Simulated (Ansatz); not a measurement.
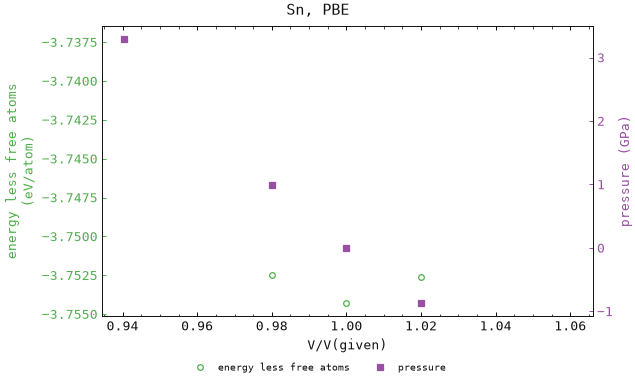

Plotted: energy less free atoms and pressure against V/V(given) for Sn, space group Pm-3m (No. 221).

Cell as given: a = 3.087 Å, b = 3.087 Å, c = 3.087 Å, α = 90.00°, β = 90.00°, γ = 90.00°; 1 atom.

Computed with Ansatz 0.2.0: periodic Kohn-Sham DFT of a crystal at fixed atoms, scaled to the stated factor times the given cell; pressure positive in compression, energy less spherical unpolarised free atoms. Level: PBE.

method all-electron LAPW; relativity scalar; k mesh 14×14×14; occupations Fermi–Dirac; smearing width 0.03 eV; basis error target 1 (meV/atom); nucleus Gaussian.

V(given) is 29.43 Å³/atom.

The point at V/V(given) 1.060 is left out of the plot. What does the calculation give there?

| V/V(given) | energy less free atoms (eV/atom) | pressure (GPa) |
| --- | --- | --- |
| 1.060 | −3.7406 | −2.346 |
